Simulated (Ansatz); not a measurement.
# What a change does: single-point calculation on Ge

System: Ge (4 atoms in the cell).
Method of the first run: DFT PBEsol, scalar-relativistic, plane waves, PAW, no spin polarisation (Ansatz 0.2.0).

The structure derives from a Materials Project entry. Text and figures count atoms from 1; the logs count them from 0 in places.

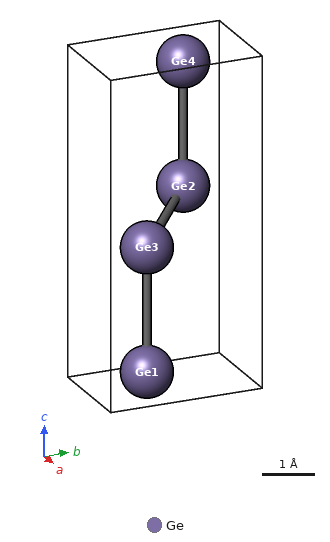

The structure as given in the input (ball-and-stick view of the cell of the calculation, seen slightly off an axis; atoms are numbered from 1 in the order of the input). Near neighbours in the crystal (not all of them lie inside the picture): Ge has 4 Ge at 2.45 to 2.47 Å.

### Input, the first run
```yaml
crystal:
  lattice:
    - [3.9969679315, 0.0, 0.0]
    - [-1.9984839658, 3.4614757667, 0.0]
    - [0.0, 0.0, 6.5963649799]
  atoms:
    - { symbol: Ge, position: [0.6666666667, 0.3333333333, 0.0629118514] }
    - { symbol: Ge, position: [0.3333333333, 0.6666666667, 0.5629118514] }
    - { symbol: Ge, position: [0.6666666667, 0.3333333333, 0.4370881486] }
    - { symbol: Ge, position: [0.3333333333, 0.6666666667, 0.9370881486] }
basis:
  ecutwfc: 420
kpoints:
  mp_grid: { grid: [6, 6, 4] }
  band_path:
    path:
      - [0.0, 0.0, 0.0]
      - [0.5, 0.0, 0.0]
      - [0.3333333333, 0.3333333333, 0.0]
      - [0.0, 0.0, 0.5]
      - [0.5, 0.0, 0.5]
      - [0.3333333333, 0.3333333333, 0.5]
      - [0.0, 0.08333333, 0.0]
      - [0.0, 0.0, 0.16666667]
    npoints: 1
hamiltonian:
  xc: pbesol
scf:
  occupations: { method: gaussian, width: 0.1 }
  n_extra_bands: 5
output:
  forces: true
  stress: true
  eigenvalues: true
```

Command:
```bash
ansatz run input.yaml --threads 2 --pin off --max-ram 5120MiB --backend cpu --events-out ev --progress --plain --runs-dir out
```

Hardware: 2 threads of Intel Xeon @ 2.10GHz (Emerald Rapids), 189 GiB of memory available, shared host.

### Output, shortened to warnings, some set-up lines, iterations and results (the first run)
```
Basis set: ecut = 420 eV, 1763 PW (Γ), exchange–correlation on 54×54×90 points (8 copies of the dense FFT grid, shifted against one another)
Symmetry: 24 space group operations
k-points: 21 of 144
Initial density: superposition of atomic densities (neutral atoms: chi_scale 0, normalization atom), corrected by the library's trained network
[...]
SCF iter   1: F=—  HF=-17013.886022 eV  |F-HF|=—  |Δ(HF+E_count)|=         —  Δρ=2.18e-3  dr2=4.62e-3  ethr=1.77e-3  ⟨swp⟩=5.9  Hψ=2598  notcnv=0
SCF iter   2: F=—  HF=-17013.882826 eV  |F-HF|=—  |Δ(HF+E_count)|=   3.20e-3  Δρ=1.54e-3  dr2=2.46e-3  ethr=8.25e-6  ⟨swp⟩=2.0  Hψ=1417  notcnv=0
SCF iter   3: F=—  HF=-17013.882977 eV  |F-HF|=—  |Δ(HF+E_count)|=   1.50e-4  Δρ=9.21e-4  dr2=3.32e-4  ethr=4.39e-6  ⟨swp⟩=2.0  Hψ=1265  notcnv=0
SCF iter   4: F=—  HF=-17013.882579 eV  |F-HF|=—  |Δ(HF+E_count)|=   3.98e-4  Δρ=2.40e-4  dr2=1.21e-4  ethr=5.93e-7  ⟨swp⟩=2.0  Hψ=1265  notcnv=0
SCF iter   5: F=—  HF=-17013.882581 eV  |F-HF|=—  |Δ(HF+E_count)|=   1.67e-6  Δρ=1.33e-4  dr2=3.14e-5  ethr=2.16e-7  ⟨swp⟩=2.0  Hψ=1260  notcnv=0
SCF iter   6: F=—  HF=-17013.882519 eV  |F-HF|=—  |Δ(HF+E_count)|=   6.22e-5  Δρ=4.04e-5  dr2=2.76e-6  ethr=5.61e-8  ⟨swp⟩=2.0  Hψ=846  notcnv=0
SCF iter   7: F=—  HF=-17013.882521 eV  |F-HF|=—  |Δ(HF+E_count)|=   2.16e-6  Δρ=1.34e-5  dr2=1.89e-7  ethr=4.94e-9  ⟨swp⟩=3.0  Hψ=1266  notcnv=0
SCF iter   8: F=-17013.882521 eV  HF=-17013.882521 eV  |F-HF|=1.64e-8  |Δ(HF+E_count)|=   7.94e-8  Δρ=3.94e-6  dr2=1.07e-8  ethr=1.79e-10  ⟨swp⟩=6.7  Hψ=2642  notcnv=0
SCF 1 converged in 8 iterations: F = -17013.882521 eV  dr2 = 1.07e-8
NSCF: frozen V_eff on 8 k-points
SCF converged after 8 iterations
Free energy (F): -17013.882521 eV
Harris-Foulkes:  -17013.882521 eV  (|F-HF|=1.64e-8)
Internal energy: -17013.881423 eV  (E = F + TS)
E sigma→0 (E₀):  -17013.881972 eV
Entropy (-TS):   -0.001098 eV (-0.274 meV/atom)
Fermi energy:    8.381065 eV
--- Per-component energies (eV) ---
  E_band       = -609.772078
  E_kinetic    = 446.192610
  E_local      = -9925.596967  (includes V_loc(G=0)·N_el)
  E_nonlocal   = 1680.794525
  E_hartree    = 4350.694267
  E_xc         = -299.794489
  E_vxc        = -258.837497  (∫ρ·V_xc dr)
  E_paw        = -7916.758567  (= ΣΔE_a)
  E_vpaw       = -1253.724961  (= ΣTr[D̂ρ^β])
  E_aug_tail   = 0.001401  (compensation charges beyond the density's cutoff)
  E_ewald      = -5353.085948
  E_core_change = 3.671745  (= ΣΔE_core)
  E_smearing   = -0.001098  (= −TS)
  E_closure    = -0.000000  (closes the sum)
  Σ components = -17013.882521   (vs F -17013.882521, Δ=0.00e0)
--- Forces (eV/Å), atoms counted from 1 ---
  atom   1  Ge     0.00000000    -0.00000000     0.00127795
  atom   2  Ge    -0.00000000     0.00000000     0.00127795
  atom   3  Ge     0.00000000    -0.00000000    -0.00127795
  atom   4  Ge    -0.00000000     0.00000000    -0.00127795
  max |Σ_I F_I| component: 7.40e-17 eV/Å
--- Stress (GPa, compression-positive) ---
        0.307573       0.000000       0.000000
       -0.000000       0.307573       0.000000
        0.000000       0.000000      -0.329596
  P = ⅓ Tr σ = 0.0952 GPa (0.952 kbar)
```

The input of the second run differs as follows (lines with − go, lines with + come):
```diff
-  xc: pbesol
+  xc: hse06
-  forces: true
-  stress: true
```

How does the second run compare with the first run?

The total energies belong to different methods, so their difference says nothing on which is more stable or more accurate. The gap on the mesh goes from 0.10 to 0.39 eV. The functional changes from PBEsol to HSE06. Exact exchange removes part of the self-interaction error of semilocal functionals, which pushes filled and empty levels apart. The SCF takes 16 iterations against 8. On the same kind of shared host the second run took about 78 times as long.

### Output, shortened to warnings, some set-up lines, iterations and results (the second run)
```
Basis set: ecut = 420 eV, 1763 PW (Γ)
Symmetry: 24 space group operations
k-points: 21 of 144
Initial density: superposition of atomic densities (neutral atoms: chi_scale 0, normalization atom), corrected by the library's trained network
[...]
SCF iter   1: F=—  HF=-17179.789679 eV  |F-HF|=—  |Δ(HF+E_count)|=         —  Δρ=1.09e-3  dr2=1.11e-3  ethr=1.77e-3  ⟨swp⟩=6.0  Hψ=2574  notcnv=0
SCF iter   2: F=—  HF=-17179.790376 eV  |F-HF|=—  |Δ(HF+E_count)|=   6.98e-4  Δρ=4.70e-4  dr2=1.49e-4  ethr=1.98e-6  ⟨swp⟩=3.3  Hψ=1885  notcnv=0
SCF iter   3: F=—  HF=-17179.790477 eV  |F-HF|=—  |Δ(HF+E_count)|=   1.01e-4  Δρ=1.28e-4  dr2=8.00e-6  ethr=1.44e-8  ⟨swp⟩=3.0  Hψ=2948  notcnv=0
SCF iter   4: F=—  HF=-17179.790486 eV  |F-HF|=—  |Δ(HF+E_count)|=   9.14e-6  Δρ=2.24e-5  dr2=3.48e-7  ethr=1.43e-8  ⟨swp⟩=3.0  Hψ=1875  notcnv=0
SCF iter   5: F=—  HF=-17179.790487 eV  |F-HF|=—  |Δ(HF+E_count)|=   4.22e-7  Δρ=9.06e-6  dr2=3.61e-8  ethr=6.21e-10  ⟨swp⟩=3.2  Hψ=1883  notcnv=0
[... 9 lines ...]
SCF iter   1: F=—  HF=-17183.322467 eV  |F-HF|=—  |Δ(HF+E_count)|=         —  Δρ=1.10e-4  dr2=7.28e-6  ethr=1.46e-6  ⟨swp⟩=3.5  Hψ=1471  notcnv=0
SCF iter   2: F=—  HF=-17183.322478 eV  |F-HF|=—  |Δ(HF+E_count)|=   1.04e-5  Δρ=2.75e-5  dr2=7.58e-7  ethr=7.55e-9  ⟨swp⟩=4.0  Hψ=2031  notcnv=0
SCF iter   3: F=—  HF=-17183.322479 eV  |F-HF|=—  |Δ(HF+E_count)|=   1.23e-6  Δρ=1.20e-5  dr2=1.22e-7  ethr=8.71e-10  ⟨swp⟩=3.3  Hψ=1389  notcnv=0  defer=2
SCF iter   4: F=-17183.322479 eV  HF=-17183.322479 eV  |F-HF|=4.72e-9  |Δ(HF+E_count)|=   2.66e-8  Δρ=4.76e-6  dr2=3.85e-8  ethr=1.63e-10  ⟨swp⟩=3.0  Hψ=1417  notcnv=0
SCF 3 converged in 4 iterations: F = -17183.322479 eV  dr2 = 3.85e-8
hybrid outer 2: dexx = +2.609e-6 eV, tail = 1.41e-7 eV, Δε = 5.40e-3 eV (about 2.11e-4 eV left of the loop's levels)
NSCF: frozen V_eff on 8 k-points
hybrid SCF converged: 2 outer / 10 inner (+6 warm-up), last move |dexx| = 2.61e-6 eV, tail = 1.41e-7 eV
Stability not checked: this state was not tested for a lower state beside it, because the functional holds exact exchange (a hybrid, or Hartree-Fock), whose exchange loop this test does not read (fock_operator; see scf.lower_state_search)
Free energy (F): -17183.322469 eV
Frozen-core exchange: fock
Harris-Foulkes:  -17183.322469 eV  (|F-HF|=4.72e-9)
Internal energy: -17183.322443 eV  (E = F + TS)
E sigma→0 (E₀):  -17183.322456 eV
Entropy (-TS):   -0.000026 eV (-0.007 meV/atom)
Fermi energy:    8.548485 eV
--- Per-component energies (eV) ---
  E_band       = -753.608039
  E_kinetic    = 442.152347
  E_local      = -9927.823585  (includes V_loc(G=0)·N_el)
  E_nonlocal   = 1678.675948
  E_hartree    = 4365.267738
  E_xc         = -243.211478
  E_vxc        = -207.495325  (∫ρ·V_xc dr)
  E_exx        = -218.023129  (= α·E_x^exact, valence–valence)
  E_paw        = -7925.814271  (= ΣΔE_a)
  E_vpaw       = -1033.610675  (= ΣTr[D̂ρ^β])
  E_aug_tail   = 0.001428  (compensation charges beyond the density's cutoff)
  E_ewald      = -5353.085948
  E_core_change = -1.461495  (= ΣΔE_core)
  E_smearing   = -0.000026  (= −TS)
  E_closure    = -0.000000  (closes the sum)
  Σ components = -17183.322469   (vs F -17183.322469, Δ=3.64e-12)
```

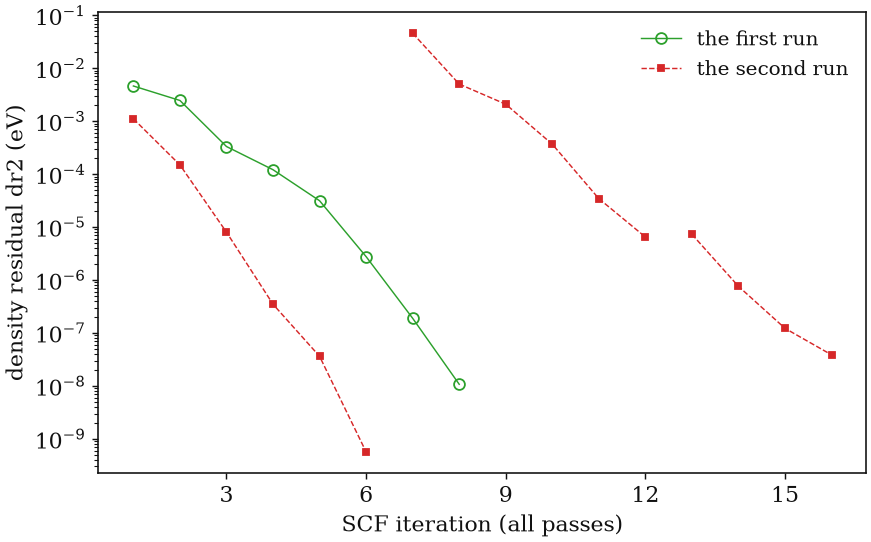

Convergence of the two runs: density residual dr2 against the SCF iteration. A break in a curve parts two SCF passes. The first run takes 8 iterations in all, and the second run takes 16.

### The two runs side by side

```csv
quantity,the first run,the second run
outcome,converged,converged
free energy per atom (eV),−4253.4706,−4295.8306
gap on the mesh (eV),0.10,0.39
pressure (GPa),0.10,–
largest force (eV/Å),0.001,–
SCF iterations,8,16
irreducible k-points,21,21
plane waves at Γ,1763,1763
wall time (shared host),4.9 s,6.4 min
```
